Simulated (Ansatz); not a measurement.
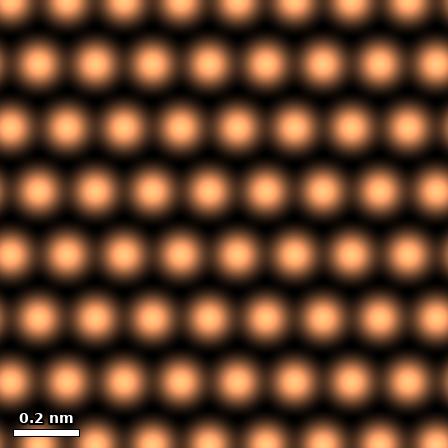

HAADF-like image of Tl (Im-3m, No. 229). The image is simulated as a sum over atoms of Z^1.7, blurred by a 0.99 Å probe (no channelling). The probe carries 25 % of its weight in a tail 2.5 times as wide. The display is stretched by a gamma of 0.8; percentages refer to the linear signal. Structure used: the geometry given to an electronic-structure calculation, possibly off equilibrium; the starting structure was generated, so it need not be a known form of this composition.

```yaml
crystal:
  lattice:
    - [3.97263, 0.00000, 0.00000]
    - [0.00000, 3.97263, 0.00000]
    - [0.00000, 0.00000, 3.97263]
  atoms:
    - { symbol: Tl, position: [0.00000, 0.00000, 0.00000] }
    - { symbol: Tl, position: [0.50000, 0.50000, 0.50000] }
```

> Along which zone axis is the crystal seen: [111], [210] or [001]? (Directions equivalent by symmetry count as one.)

[210]. The projected cells are 3.24 × 3.24 Å, 120° for [111]; 1.78 × 2.18 Å, 114° for [210]; 2.81 × 2.81 Å, 90° for [001], and the image repeats as the [210] one does.
